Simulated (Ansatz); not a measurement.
**Zr: geometry relaxation (part 1 of 2)**

- system: Zr (slab, 16 atoms in the cell)
- method: DFT PBE+D3(BJ), scalar-relativistic, plane waves, PAW, no spin polarisation (Ansatz 0.2.0)

The structure derives from an entry of the Crystallography Open Database. The input holds or restrains some coordinates. Forces given for the steps count only the free coordinates. It belongs to a series of runs on one base structure; here: clean slab, lower planes held.

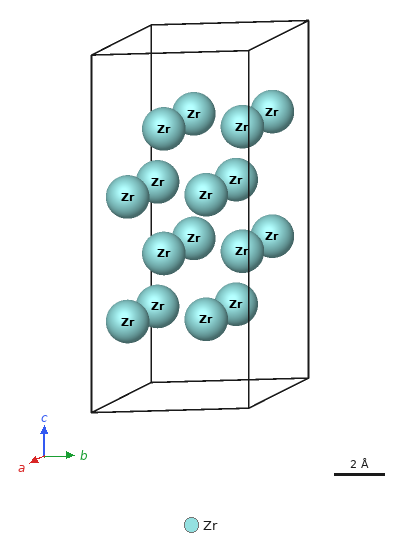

Figure 1. The structure as given in the input (spheres-only view of the cell of the calculation, with the vacuum cut short, seen slightly off an axis). An atom can appear more than once, as a periodic image.

Summary:

```json
{"quantity": "outcome", "value": "converged under the restraints of the input"}
{"quantity": "electrons treated", "value": "192"}
{"quantity": "free energy", "value": "−66940.6729 eV"}
{"quantity": "work function, top face", "value": "4.25 eV"}
{"quantity": "work function, bottom face", "value": "4.23 eV"}
{"quantity": "Fermi energy", "value": "4.005 eV"}
{"quantity": "gap on the k-point mesh", "value": "none (metallic)"}
{"quantity": "final volume", "value": "831.87 Å³"}
{"quantity": "work function (upper face)", "value": "4.25 eV"}
{"quantity": "largest force (length of the vector) at the end, held atoms and coordinates included", "value": "0.441 eV/Å"}
{"quantity": "hardware", "value": "4 threads of Intel Xeon @ 2.70GHz, 189 GiB of memory available, shared host"}
{"quantity": "wall time", "value": "69 s (CPU time 3.6 min)"}
{"quantity": "peak memory", "value": "1.8 GiB"}
```

Remarks:

The program warns: the exchange-correlation potential is rough where the density is thin.

Input file:
```yaml
crystal:
  lattice:
    - [6.3710095762, 0.0, 0.0]
    - [-3.1855047881, 5.5174561408, 0.0]
    - [0.0, 0.0, 23.6651285392]
  atoms:
    - { symbol: Zr, position: [0.3333333333, 0.1666666667, 0.3380501393] }
    - { symbol: Zr, position: [0.3333333333, 0.6666666667, 0.3380501393] }
    - { symbol: Zr, position: [0.8333333333, 0.1666666667, 0.3380501393] }
    - { symbol: Zr, position: [0.8333333333, 0.6666666667, 0.3380501393] }
    - { symbol: Zr, position: [0.1666666667, 0.3333333333, 0.4460167131] }
    - { symbol: Zr, position: [0.1666666667, 0.8333333333, 0.4460167131] }
    - { symbol: Zr, position: [0.6666666667, 0.3333333333, 0.4460167131] }
    - { symbol: Zr, position: [0.6666666667, 0.8333333333, 0.4460167131] }
    - { symbol: Zr, position: [0.3333333333, 0.1666666667, 0.5539832869] }
    - { symbol: Zr, position: [0.3333333333, 0.6666666667, 0.5539832869] }
    - { symbol: Zr, position: [0.8333333333, 0.1666666667, 0.5539832869] }
    - { symbol: Zr, position: [0.8333333333, 0.6666666667, 0.5539832869] }
    - { symbol: Zr, position: [0.1666666667, 0.3333333333, 0.6619498607] }
    - { symbol: Zr, position: [0.1666666667, 0.8333333333, 0.6619498607] }
    - { symbol: Zr, position: [0.6666666667, 0.3333333333, 0.6619498607] }
    - { symbol: Zr, position: [0.6666666667, 0.8333333333, 0.6619498607] }
basis:
  ecutwfc: 420
kpoints:
  mp_grid: { grid: [4, 4, 1] }
hamiltonian:
  xc: pbe
  dispersion: d3bj
scf:
  occupations: { method: gaussian, width: 0.1 }
output:
  forces: true
  eigenvalues: true
  write_density: true
  write_potential: true
  elf: true
  volumetric_format: npy
relax:
  adjacent_minimum: "off"
  f_tol: 0.03
  max_steps: 70
  constraints: [{ sites: [0, 1, 2, 3, 4, 5, 6, 7] }]
efield:
  axis: 3
  dipole_correction: true
  ramp_width: 0.04
```

Command:
```bash
ansatz run input.yaml --threads 4 --pin off --max-ram 10240MiB --backend cpu --events-out ev --progress --plain --runs-dir out
```

Log:
```
Engine: ansatz 0.2.0, x86_64-unknown-linux-gnu
Pseudopotentials: kind: paw
Pseudopotential: Zr, paw, valence charge 12, recommended cutoff 420 eV (normal), Zr.paw.azcp
Functional definition: PBE
  parameter kappa = 0.804
  parameter beta = 0.06672455060314922
  exchange = pbe_x(kappa = kappa, mu = beta*pi^2/3)
  correlation = pbe_c(beta = beta)
Crystal: 16 atoms, lattice volume = 831.871 Å³
Basis set: ecut = 420 eV, 16315 PW (Γ), exchange–correlation on 90×90×320 points (8 copies of the dense FFT grid, shifted against one another)
Bands: 116, of which v1, the nominal top of the filled ones, is band 96 counted from 1 (95 counted from 0)
Symmetry: 24 space group operations
k-points: 4 of 16 (time reversal used)
Non-local potential: Zr, projectors of the file, l = 0: 3, l = 1: 2, l = 2: 2, l = 3: 2
PAW form: soft (Blöchl's): semilocal exchange-correlation on the pseudo side does not see the compensation charge
PAW one-centre angular grid: Zr, 590 points (default); XC on 64 Gauss nodes
Initial density: superposition of atomic densities (neutral atoms: chi_scale 0, normalization atom), corrected by the library's trained network
Initial wavefunctions: pseudopotential atomic-orbital guess
Functional: x = pbe(κ = 0.804, μ = 0.2195149727645171), c = pbe(β = 0.06672455060314922)
SCF iter   1: F=—  HF=-66940.631448 eV  |F-HF|=—  |Δ(HF+E_count)|=         —  Δρ=5.92e-3  dr2=3.52e0  ethr=1.77e-3  p=0.000 e·Å  D=6.82e-14 V/Å  ΔV_dip=-0.00 eV  dr2_dipole=2.61e-7  V_vac-E_F(+/−)=4.30/4.30 eV  ⟨swp⟩=8.8  Hψ=2212  notcnv=0
efield: sawtooth ramp at fractional position 0.9800 (placed from the atoms, in the widest stretch of the axis that holds none; the zero of the levels goes with the place), width 0.0400; the density the first Hamiltonian is built on has a dipole p = 0.000 e·Å; the dipole correction subtracts the counter field D = 6.82e-14 V/Å, which shifts the + side's vacuum level by -0.00 eV against the − side's; the planar-averaged density in the ramp window peaks in size at 4.4e-5 e/Å³
preconditioner: auto → LDOS  [metal: Δε(μ)=0.091 eV  Ē_g=2.310 eV  σ=0.100 eV  W_gap=0.45  n_scr=136 (ndim 8)  ℏωp=10.3 eV  f_vac=0.486  D(μ)=23.32/eV (n_scr^D=160)  β→1.0]
SCF iter   2: F=—  HF=-66940.558524 eV  |F-HF|=—  |Δ(HF+E_count)|=   7.29e-2  Δρ=2.40e-3  dr2=5.91e-1  ethr=1.77e-3  p=-0.000 e·Å  D=-2.10e-5 V/Å  ΔV_dip=0.00 eV  dr2_dipole=4.95e-9  V_vac-E_F(+/−)=4.24/4.24 eV  ⟨swp⟩=1.5  Hψ=551  notcnv=0  defer=4
SCF iter   3: F=—  HF=-66940.545382 eV  |F-HF|=—  |Δ(HF+E_count)|=   1.31e-2  Δρ=4.46e-4  dr2=4.85e-3  ethr=3.08e-4  p=-0.000 e·Å  D=-1.49e-5 V/Å  ΔV_dip=0.00 eV  dr2_dipole=1.11e-7  V_vac-E_F(+/−)=4.26/4.26 eV  ⟨swp⟩=1.8  Hψ=448  notcnv=0  defer=14
SCF iter   4: F=—  HF=-66940.546681 eV  |F-HF|=—  |Δ(HF+E_count)|=   1.30e-3  Δρ=1.56e-4  dr2=1.12e-3  ethr=2.52e-6  p=-0.000 e·Å  D=-7.00e-6 V/Å  ΔV_dip=0.00 eV  dr2_dipole=5.05e-8  V_vac-E_F(+/−)=4.26/4.26 eV  ⟨swp⟩=2.5  Hψ=619  notcnv=0  defer=6
SCF iter   5: F=—  HF=-66940.546689 eV  |F-HF|=—  |Δ(HF+E_count)|=   8.12e-6  Δρ=4.12e-5  dr2=2.30e-5  ethr=5.84e-7  p=-0.000 e·Å  D=-3.17e-6 V/Å  ΔV_dip=0.00 eV  dr2_dipole=1.69e-9  V_vac-E_F(+/−)=4.25/4.25 eV  ⟨swp⟩=2.0  Hψ=484  notcnv=0  defer=6
SCF iter   6: F=-66940.546683 eV  HF=-66940.546695 eV  |F-HF|=1.17e-5  |Δ(HF+E_count)|=   6.00e-6  Δρ=1.62e-5  dr2=1.43e-5  ethr=1.17e-8  p=-0.000 e·Å  D=-1.42e-6 V/Å  ΔV_dip=0.00 eV  dr2_dipole=2.04e-12  V_vac-E_F(+/−)=4.25/4.25 eV  ⟨swp⟩=23.5  Hψ=4668  notcnv=0
SCF 1 converged in 6 iterations: F = -66940.546683 eV  dr2 = 1.43e-5
  greatest PAW one-centre occupation: 0.996 electrons in one spin orbital (limit 2), on the Zr atom at site 15 (counted from 0), in its partial waves of l = 0
relax step   1: F+E_penalty+E_count = -66940.54668329 eV  Δ(F+E_penalty+E_count) = +0.000e0 eV  max|allowed force component| = 5.788e-1 eV/Å  Δτ_max = 0.0000 Å  (6 SCF iters, dr2 threshold 2.25e-5 eV, accepted)
Initial density: handed on by an earlier stage of this run
Initial wavefunctions: those handed on with the density
SCF iter   1: F=—  HF=-66941.021440 eV  |F-HF|=—  |Δ(HF+E_count)|=         —  Δρ=8.36e-3  dr2=8.90e0  ethr=3.10e-3  p=-0.000 e·Å  D=-1.44e-6 V/Å  ΔV_dip=0.00 eV  dr2_dipole=1.33e0  V_vac-E_F(+/−)=4.23/4.23 eV  ⟨swp⟩=3.8  Hψ=901  notcnv=1  defer=17
efield: sawtooth ramp at fractional position 0.9800 (handed on by an earlier solve), width 0.0400; the density the first Hamiltonian is built on has a dipole p = -0.000 e·Å; the dipole correction subtracts the counter field D = -1.44e-6 V/Å, which shifts the + side's vacuum level by +0.00 eV against the − side's; the planar-averaged density in the ramp window peaks in size at 7.3e-7 e/Å³
preconditioner: auto → LDOS  [metal: Δε(μ)=0.019 eV  Ē_g=2.354 eV  σ=0.100 eV  W_gap=0.11  n_scr=136 (ndim 8)  ℏωp=10.3 eV  f_vac=0.489  D(μ)=27.30/eV (n_scr^D=228)  β→1.0]
SCF iter   2: F=—  HF=-66940.667074 eV  |F-HF|=—  |Δ(HF+E_count)|=   3.54e-1  Δρ=4.38e-3  dr2=7.76e-1  ethr=3.10e-3  p=0.019 e·Å  D=4.06e-3 V/Å  ΔV_dip=-0.10 eV  dr2_dipole=1.72e-1  V_vac-E_F(+/−)=4.10/4.20 eV  ⟨swp⟩=2.0  Hψ=706  notcnv=0  defer=27
SCF iter   3: F=—  HF=-66940.620203 eV  |F-HF|=—  |Δ(HF+E_count)|=   4.69e-2  Δρ=2.59e-3  dr2=3.98e-1  ethr=4.04e-4  p=0.001 e·Å  D=1.40e-4 V/Å  ΔV_dip=-0.00 eV  dr2_dipole=7.73e-2  V_vac-E_F(+/−)=4.21/4.22 eV  ⟨swp⟩=2.2  Hψ=807  notcnv=0  defer=29
SCF iter   4: F=—  HF=-66940.582226 eV  |F-HF|=—  |Δ(HF+E_count)|=   3.80e-2  Δρ=5.16e-4  dr2=3.21e-2  ethr=2.07e-4  p=-0.001 e·Å  D=-2.14e-4 V/Å  ΔV_dip=0.01 eV  dr2_dipole=1.32e-2  V_vac-E_F(+/−)=4.21/4.20 eV  ⟨swp⟩=2.0  Hψ=546  notcnv=0  defer=29
SCF iter   5: F=—  HF=-66940.580778 eV  |F-HF|=—  |Δ(HF+E_count)|=   1.45e-3  Δρ=1.40e-4  dr2=7.93e-4  ethr=1.67e-5  p=-0.003 e·Å  D=-7.42e-4 V/Å  ΔV_dip=0.02 eV  dr2_dipole=5.00e-5  V_vac-E_F(+/−)=4.21/4.20 eV  ⟨swp⟩=1.8  Hψ=525  notcnv=0  defer=29
SCF iter   6: F=—  HF=-66940.580152 eV  |F-HF|=—  |Δ(HF+E_count)|=   6.25e-4  Δρ=3.51e-5  dr2=2.34e-5  ethr=4.13e-7  p=-0.004 e·Å  D=-7.87e-4 V/Å  ΔV_dip=0.02 eV  dr2_dipole=1.97e-8  V_vac-E_F(+/−)=4.22/4.20 eV  ⟨swp⟩=2.5  Hψ=754  notcnv=0  defer=29
SCF iter   7: F=-66940.580155 eV  HF=-66940.580157 eV  |F-HF|=2.66e-6  |Δ(HF+E_count)|=   4.94e-6  Δρ=1.22e-5  dr2=3.23e-6  ethr=1.09e-8  p=-0.004 e·Å  D=-8.08e-4 V/Å  ΔV_dip=0.02 eV  dr2_dipole=1.29e-6  V_vac-E_F(+/−)=4.22/4.20 eV  ⟨swp⟩=24.0  Hψ=4738  notcnv=0
SCF 2 converged in 7 iterations: F = -66940.580155 eV  dr2 = 3.23e-6
  Residual-converged pass: ⟨swp⟩=1.2  Hψ=551  notcnv=0  max |occ|·‖R‖ = 6.3e-9 eV (tolerance 1.0e-8 eV)  dr2=3.23e-6  dr2_onsite=1.11e-8  max |Δocc| = 7.0e-10
relax step   2: F+E_penalty+E_count = -66940.58015477 eV  Δ(F+E_penalty+E_count) = -3.347e-2 eV  max|allowed force component| = 5.738e-1 eV/Å  Δτ_max = 0.1474 Å  (7 SCF iters, dr2 threshold 2.09e-5 eV, accepted)
iter 1 solved again at ethr=1.29e-3 eV; its pass at ethr=3.10e-3 eV (dr2=2.47e0 eV) is discarded
SCF iter   1: F=—  HF=-66940.773311 eV  |F-HF|=—  |Δ(HF+E_count)|=         —  Δρ=3.96e-3  dr2=2.31e0  ethr=1.29e-3  p=-0.004 e·Å  D=-8.08e-4 V/Å  ΔV_dip=0.02 eV  dr2_dipole=5.94e-1  V_vac-E_F(+/−)=4.22/4.20 eV  ⟨swp⟩=1.0  Hψ=1308  notcnv=0  defer=25
efield: sawtooth ramp at fractional position 0.9800 (handed on by an earlier solve), width 0.0400; the density the first Hamiltonian is built on has a dipole p = -0.004 e·Å; the dipole correction subtracts the counter field D = -8.08e-4 V/Å, which shifts the + side's vacuum level by +0.02 eV against the − side's; the planar-averaged density in the ramp window peaks in size at 6.3e-7 e/Å³
preconditioner: auto → LDOS  [metal: Δε(μ)=0.068 eV  Ē_g=2.323 eV  σ=0.100 eV  W_gap=0.36  n_scr=136 (ndim 8)  ℏωp=10.3 eV  f_vac=0.486  D(μ)=25.77/eV (n_scr^D=190)  β→1.0]
SCF iter   2: F=—  HF=-66940.698412 eV  |F-HF|=—  |Δ(HF+E_count)|=   7.49e-2  Δρ=2.38e-3  dr2=2.32e-1  ethr=1.20e-3  p=-0.006 e·Å  D=-1.37e-3 V/Å  ΔV_dip=0.03 eV  dr2_dipole=4.66e-4  V_vac-E_F(+/−)=4.27/4.24 eV  ⟨swp⟩=2.2  Hψ=608  notcnv=0  defer=25
SCF iter   3: F=—  HF=-66940.676546 eV  |F-HF|=—  |Δ(HF+E_count)|=   2.19e-2  Δρ=8.51e-4  dr2=3.66e-2  ethr=1.21e-4  p=-0.002 e·Å  D=-3.71e-4 V/Å  ΔV_dip=0.01 eV  dr2_dipole=3.38e-3  V_vac-E_F(+/−)=4.23/4.22 eV  ⟨swp⟩=2.2  Hψ=715  notcnv=0  defer=25
SCF iter   4: F=—  HF=-66940.672730 eV  |F-HF|=—  |Δ(HF+E_count)|=   3.82e-3  Δρ=1.58e-4  dr2=1.50e-3  ethr=1.91e-5  p=-0.002 e·Å  D=-4.78e-4 V/Å  ΔV_dip=0.01 eV  dr2_dipole=2.54e-4  V_vac-E_F(+/−)=4.24/4.23 eV  ⟨swp⟩=2.0  Hψ=570  notcnv=0  defer=25
SCF iter   5: F=—  HF=-66940.672279 eV  |F-HF|=—  |Δ(HF+E_count)|=   4.51e-4  Δρ=5.19e-5  dr2=7.30e-5  ethr=7.79e-7  p=-0.003 e·Å  D=-5.47e-4 V/Å  ΔV_dip=0.01 eV  dr2_dipole=7.35e-6  V_vac-E_F(+/−)=4.24/4.23 eV  ⟨swp⟩=2.0  Hψ=678  notcnv=0  defer=27
SCF iter   6: F=-66940.672278 eV  HF=-66940.672282 eV  |F-HF|=3.78e-6  |Δ(HF+E_count)|=   2.93e-6  Δρ=1.48e-5  dr2=6.43e-6  ethr=1.07e-8  p=-0.003 e·Å  D=-5.85e-4 V/Å  ΔV_dip=0.01 eV  dr2_dipole=7.28e-7  V_vac-E_F(+/−)=4.24/4.23 eV  ⟨swp⟩=24.5  Hψ=5132  notcnv=0
SCF 3 converged in 6 iterations: F = -66940.672278 eV  dr2 = 6.43e-6
relax step   3: F+E_penalty+E_count = -66940.67227821 eV  Δ(F+E_penalty+E_count) = -9.212e-2 eV  max|allowed force component| = 3.679e-2 eV/Å  Δτ_max = 0.0687 Å  (6 SCF iters, dr2 threshold 2.06e-5 eV, accepted)
SCF iter   1: F=—  HF=-66940.673791 eV  |F-HF|=—  |Δ(HF+E_count)|=         —  Δρ=3.12e-4  dr2=8.50e-3  ethr=1.25e-4  p=-0.003 e·Å  D=-5.85e-4 V/Å  ΔV_dip=0.01 eV  dr2_dipole=1.44e-4  V_vac-E_F(+/−)=4.24/4.23 eV  ⟨swp⟩=1.8  Hψ=582  notcnv=0  defer=5
efield: sawtooth ramp at fractional position 0.9800 (handed on by an earlier solve), width 0.0400; the density the first Hamiltonian is built on has a dipole p = -0.003 e·Å; the dipole correction subtracts the counter field D = -5.85e-4 V/Å, which shifts the + side's vacuum level by +0.01 eV against the − side's; the planar-averaged density in the ramp window peaks in size at 5.9e-7 e/Å³
preconditioner: auto → LDOS  [metal: Δε(μ)=0.062 eV  Ē_g=2.325 eV  σ=0.100 eV  W_gap=0.33  n_scr=136 (ndim 8)  ℏωp=10.3 eV  f_vac=0.487  D(μ)=26.18/eV (n_scr^D=202)  β→1.0]
SCF iter   2: F=—  HF=-66940.673447 eV  |F-HF|=—  |Δ(HF+E_count)|=   3.44e-4  Δρ=1.88e-4  dr2=2.49e-3  ethr=4.43e-6  p=-0.002 e·Å  D=-4.50e-4 V/Å  ΔV_dip=0.01 eV  dr2_dipole=2.16e-4  V_vac-E_F(+/−)=4.24/4.23 eV  ⟨swp⟩=2.0  Hψ=656  notcnv=0  defer=5
SCF iter   3: F=—  HF=-66940.673340 eV  |F-HF|=—  |Δ(HF+E_count)|=   1.07e-4  Δρ=5.57e-5  dr2=1.31e-4  ethr=1.30e-6  p=-0.003 e·Å  D=-5.47e-4 V/Å  ΔV_dip=0.01 eV  dr2_dipole=2.19e-5  V_vac-E_F(+/−)=4.24/4.23 eV  ⟨swp⟩=2.0  Hψ=560  notcnv=0  defer=5
SCF iter   4: F=—  HF=-66940.673331 eV  |F-HF|=—  |Δ(HF+E_count)|=   9.34e-6  Δρ=1.78e-5  dr2=1.01e-5  ethr=6.84e-8  p=-0.003 e·Å  D=-5.64e-4 V/Å  ΔV_dip=0.01 eV  dr2_dipole=8.57e-7  V_vac-E_F(+/−)=4.24/4.23 eV  ⟨swp⟩=2.5  Hψ=756  notcnv=0  defer=5
SCF iter   5: F=—  HF=-66940.672920 eV  |F-HF|=—  |Δ(HF+E_count)|=   4.11e-4  Δρ=4.71e-6  dr2=9.55e-7  ethr=5.25e-9  p=-0.003 e·Å  D=-5.90e-4 V/Å  ΔV_dip=0.01 eV  dr2_dipole=5.58e-8  V_vac-E_F(+/−)=4.24/4.23 eV  ⟨swp⟩=2.8  Hψ=730  notcnv=0  defer=5
SCF iter   6: F=—  HF=-66940.672920 eV  |F-HF|=—  |Δ(HF+E_count)|=   1.32e-7  Δρ=1.76e-6  dr2=1.52e-7  ethr=5.21e-11  p=-0.003 e·Å  D=-6.13e-4 V/Å  ΔV_dip=0.01 eV  dr2_dipole=8.37e-10  V_vac-E_F(+/−)=4.24/4.23 eV  ⟨swp⟩=18.5  Hψ=3850  notcnv=0
SCF iter   7: F=-66940.672920 eV  HF=-66940.672920 eV  |F-HF|=1.56e-8  |Δ(HF+E_count)|=   4.18e-9  Δρ=8.47e-7  dr2=2.02e-8  ethr=5.21e-11  p=-0.003 e·Å  D=-6.35e-4 V/Å  ΔV_dip=0.02 eV  dr2_dipole=6.13e-9  V_vac-E_F(+/−)=4.24/4.23 eV  ⟨swp⟩=10.5  Hψ=3061  notcnv=0
SCF 4 converged in 7 iterations: F = -66940.672920 eV  dr2 = 2.02e-8
relax step   4: F+E_penalty+E_count = -66940.67291981 eV  Δ(F+E_penalty+E_count) = -6.416e-4 eV  max|allowed force component| = 3.886e-3 eV/Å  Δτ_max = 0.0076 Å  (7 SCF iters, accepted)
```

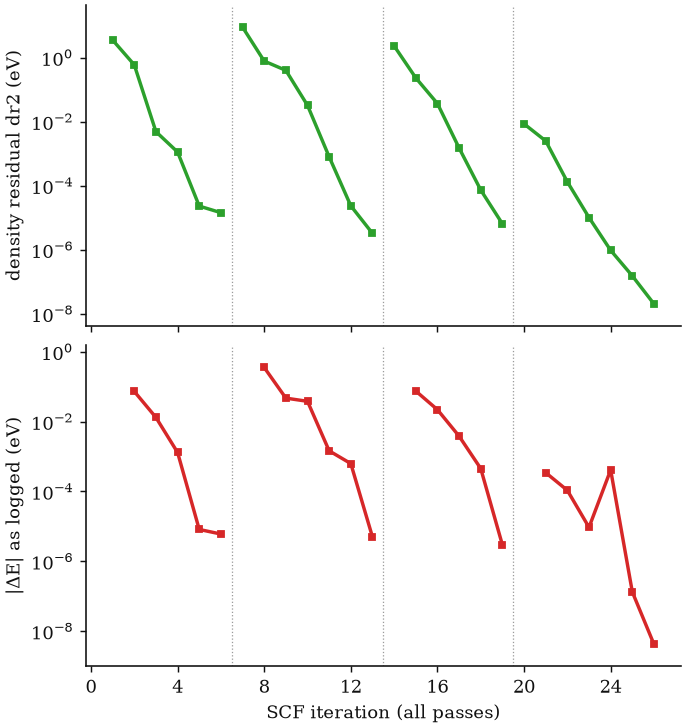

Figure 2. Convergence of the self-consistent field: density residual dr2 and size of the energy change against the SCF iteration. The dotted lines part the SCF passes of the relaxation: geometry steps, rejected trials and re-solves on a re-selected basis. The passes take 6, 7, 6 and 7 iterations.

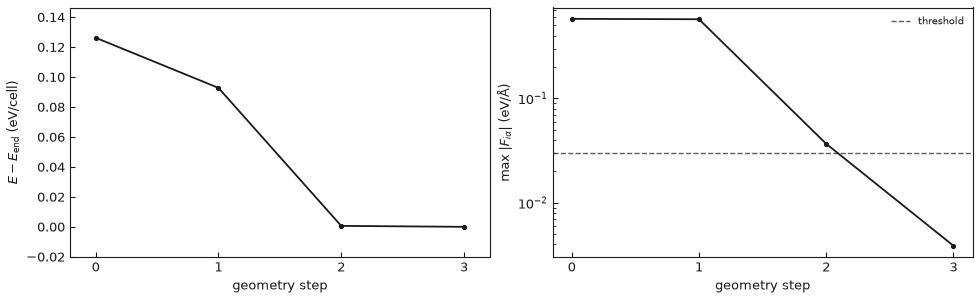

Figure 3. Progress of the restrained relaxation, step by step (the first geometry is step 0 here and step 1 in the log).

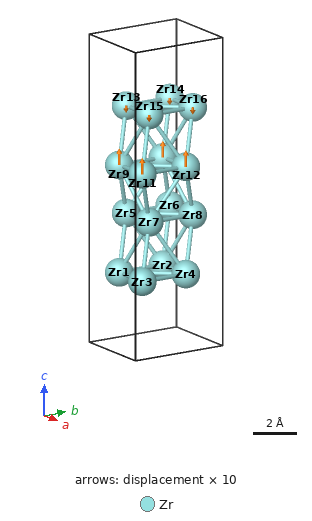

Figure 4. The starting structure with the displacements as orange arrows, magnified 10 times (ball-and-stick view of the cell of the calculation, with the vacuum cut short, seen slightly off an axis). The largest moves, 0.079 Å, are those of Zr9, Zr10, Zr11 and Zr12. The lattice vectors keep their values. Among the contacts that change: Zr10–Zr13 3.148 → 3.056 Å, Zr5–Zr10 3.148 → 3.213 Å. The energy falls by 0.126 eV per cell of the calculation in 3 geometry steps. The largest force component goes from 0.58 to 0.0039 eV/Å. (Atoms are counted from 1 in the order of the input.)
